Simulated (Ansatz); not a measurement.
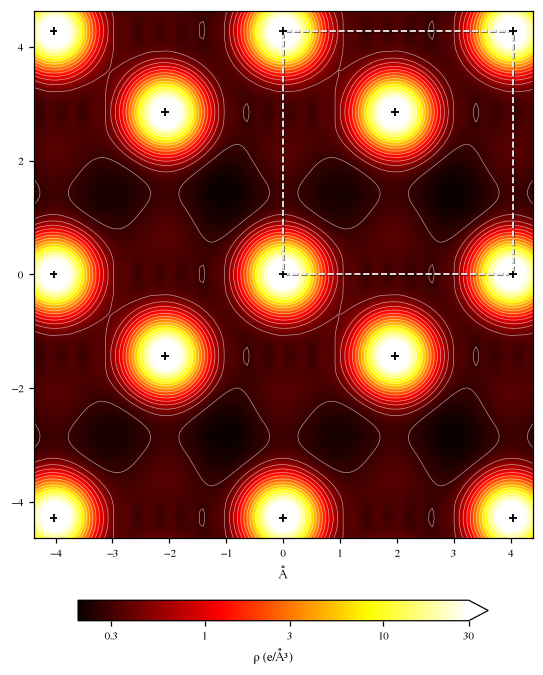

The valence charge density (pseudo) on a plane through atoms (crosses mark nuclei in the plane).

Computed with DFT r2SCAN, scalar-relativistic, plane waves, PAW (Ansatz).

Candidates:
A. Co, a = 2.47 Å, b = 2.47 Å, c = 4.03 Å, α = 90.00°, β = 90.00°, γ = 120.00°. Space group P-3m1; a structure from a database of computed crystals, not necessarily the ambient phase; spin-polarised.
B. Ni$_{2}$Ge, a = 3.98 Å, b = 3.98 Å, c = 5.04 Å, α = 90.00°, β = 90.00°, γ = 120.00°. Space group P6₃/mmc; a structure from a database of computed crystals, not necessarily the ambient phase; computed without spin polarisation.

Which system is this?

Answer. Candidate A: Co on the (110) plane of the conventional cell, which holds Co. Co–Co (2.43 Å): the density is about 0.38 e/Å³ at the midpoint. Co–Co (2.52 Å): ρ is about 0.32 e/Å³ halfway.
